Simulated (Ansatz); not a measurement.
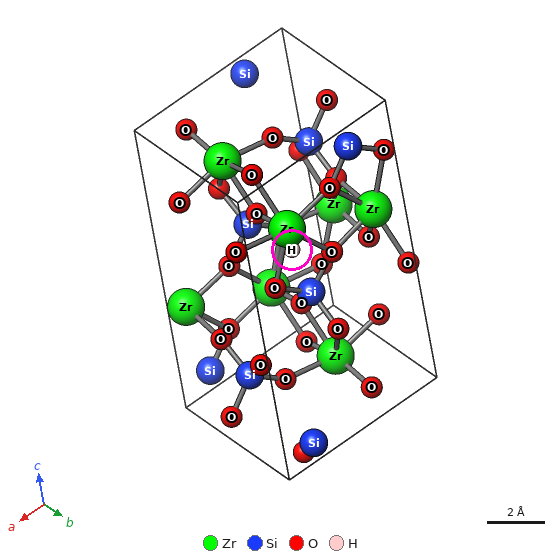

We look at a ball-and-stick model of the crystal from a general direction. Atoms at the boundary of the supercell (the box) are drawn once for each face, edge or corner they touch. The host is ZrSiO4, in a cell of 36 sites, and the cell is neutral. A ring marks the defect's site.

### Name the defect and give its surroundings.

An interstitial hydrogen atom. It is bonded to no bonds drawn. Not all metal-metal contacts are counted.

Method used: DFT PBE, scalar-relativistic, plane waves, PAW in Ansatz. It ran with a 420 eV plane-wave basis, the zone sampled with 2×2×2 points, Gaussian smearing of 0.02 eV, collinear spins.

### Does the defective cell carry a moment?

Yes, 1.0 μB in the cell.

The atoms were relaxed in the host's cell with DFT PBE, scalar-relativistic, plane waves, PAW in Ansatz 0.2.0.
